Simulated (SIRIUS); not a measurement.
**AlN: 7 runs along one coordinate**

System: AlN (Fm-3m, 2 atoms in the cell).
Method: Kohn-Sham DFT of a periodic cell, PBEsol, dojo-sr-pbesol-0.4.1-standard, no spin polarisation (SIRIUS 7.10.0).

The 7 runs differ only in the geometry, by an even scaling of the cell at fixed fractional positions. The structure derives from a Materials Project entry.

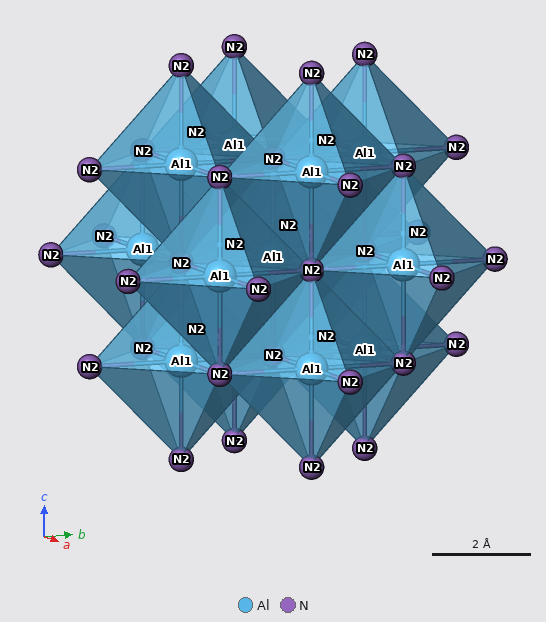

Figure 1. The structure of run 4 (polyhedral view of the cell 4 times as large as that of the calculation, set on its symmetry axes, seen slightly off an axis; polyhedra are completed across the faces of the cell; atoms are numbered from 1 in the order of the input). An atom can appear more than once, as a periodic image.

## Input of run 4
```
{
  "control": {
    "processing_unit": "cpu",
    "verbosity": 2,
    "num_bands_to_print": 10,
    "print_forces": true,
    "print_stress": true
  },
  "parameters": {
    "electronic_structure_method": "pseudopotential",
    "xc_functionals": ["XC_GGA_X_PBE_SOL", "XC_GGA_C_PBE_SOL"],
    "gk_cutoff": 9.2,
    "pw_cutoff": 18.4,
    "ngridk": [11, 11, 11],
    "shiftk": [0, 0, 0],
    "smearing": "fermi_dirac",
    "smearing_width": 0.0018374661,
    "num_bands": 10,
    "num_mag_dims": 0,
    "num_dft_iter": 100,
    "energy_tol": 1e-08,
    "density_tol": 1e-06
  },
  "iterative_solver": {
    "type": "davidson",
    "min_tolerance": 1e-09,
    "tolerance_scale": [0.1, 0.25]
  },
  "mixer": {
    "type": "anderson",
    "beta": 0.7,
    "max_history": 8
  },
  "settings": {
    "tol_ne": 1e-10,
    "pseudo_grid_cutoff": 6.5
  },
  "unit_cell": {
    "lattice_vectors": [
      [0.0, 3.844681815621, 3.844681815621],
      [3.844681815621, 0.0, 3.844681815621],
      [3.844681815621, 3.844681815621, 0.0]
    ],
    "atom_coordinate_units": "lattice",
    "atom_types": ["Al", "N"],
    "atom_files": {
      "Al": "Al.json",
      "N": "N.json"
    },
    "atoms": {
      "Al": [
        [0.5, 0.5, 0.5]
      ],
      "N": [
        [0.0, 0.0, 0.0]
      ]
    }
  }
}
```

Command:
```bash
upf_to_json Al.upf
upf_to_json N.upf
OMP_NUM_THREADS=1 sirius.scf --input=sirius.json --output=out.json --task=0
```

Lattice vectors (Å) and fractional positions of run 4:
```
   0.000000    2.034518    2.034518
   2.034518    0.000000    2.034518
   2.034518    2.034518    0.000000
Al  0.500000  0.500000  0.500000
N   0.000000  0.000000  0.000000
```

Run 6 has the same physical settings and fractional positions; its lattice vectors (Å) are:
```
   0.000000    2.061291    2.061291
   2.061291    0.000000    2.061291
   2.061291    2.061291    0.000000
```

## Results, with one run withheld

```csv
run,volume per atom (Å³),"free energy per atom, from the lowest run given (meV)",pressure (GPa),gap on the mesh (eV)
1,7.916,13.13,12.45,5.14
2,8.085,3.41,6.14,4.93
3,8.253,0.00,0.43,4.73
4,8.421,2.29,−4.72,4.54
5,8.590,9.73,−9.38,4.35
6,8.758,?,?,?
7,8.927,38.14,−17.39,4.00
```

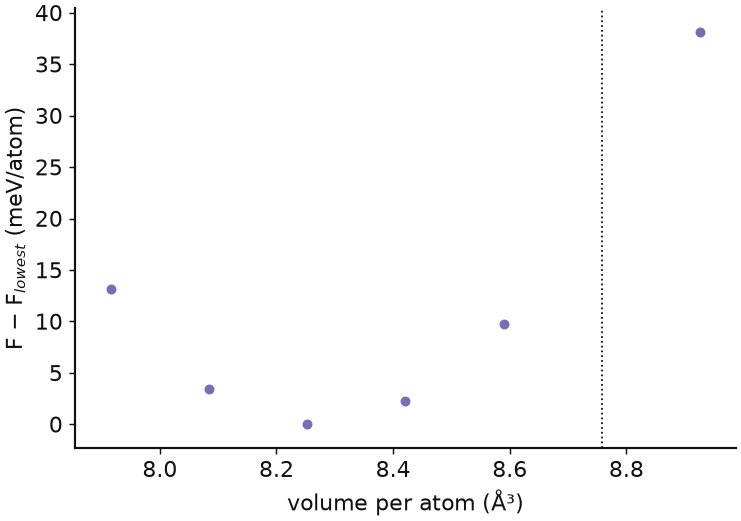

Figure 2. Free energy per atom of the runs given; the dotted line marks run 6.

What should run 6 give?

A cubic polynomial in V^(−2/3) (the Birch–Murnaghan form), fitted to the 6 runs given, misses them by at most 0.01 meV per atom. With x = V^(−2/3) − 0.24288 Å⁻², it reads F = 0.73943 − 873.82 x + 2.556e+05 x² − 32741 x³ (meV per atom). At run 6 it gives 21.79 meV per atom, and the run itself gives 21.83. The slope of the fit gives a pressure −dF/dV of −13.56 GPa there, and the run prints −13.58 GPa. The fit has its minimum at 8.267 Å³ per atom, where V d²F/dV² gives 263 GPa: the bulk modulus at this level, since symmetry fixes the shape and the positions. The gap on the mesh goes, without turning, from 5.14 eV in run 1 to 4.00 eV in run 7; run 6 has 4.17 eV. These are gaps of this functional on this mesh, which can miss the band edges; they aren't the measured gap.

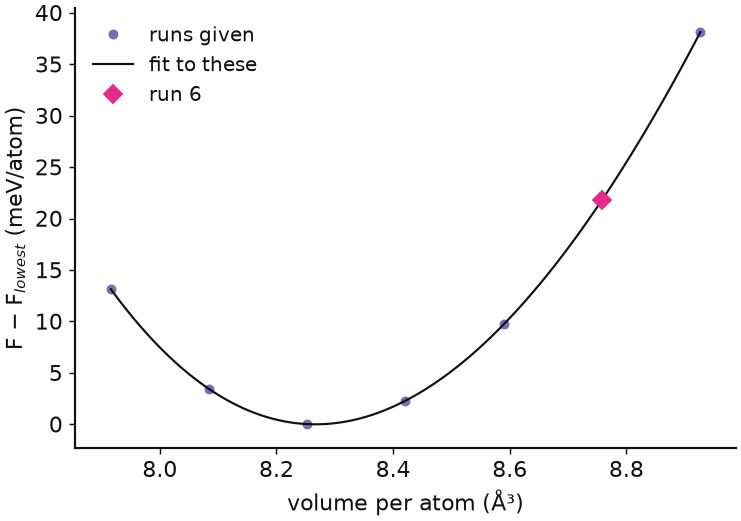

Figure 3. The fit and the withheld run.

## Some lines of the output (run 6)
```
[...]
[find] band gap (eV)                  :       4.17420550
[find] Efermi                         :       0.42814752
[find] Total energy                   :     -12.75652972 (Ha),     -25.51305945 (Ry)
[find] Free energy (E-TS)             :     -12.75652972 (Ha),     -25.51305945 (Ry)
[find] band gap (eV)                  :       4.17502863
[find] Efermi                         :       0.42813547
[find] Total energy                   :     -12.75652973 (Ha),     -25.51305946 (Ry)
[find] Free energy (E-TS)             :     -12.75652973 (Ha),     -25.51305946 (Ry)
[find] band gap (eV)                  :       4.17483272
[find] Efermi                         :       0.42813828
[find] band gap (eV)                  :       4.17464139
[find] Efermi                         :       0.42814115
[find] band gap (eV)                  :       4.17462619
[find] Efermi                         :       0.49129763
```
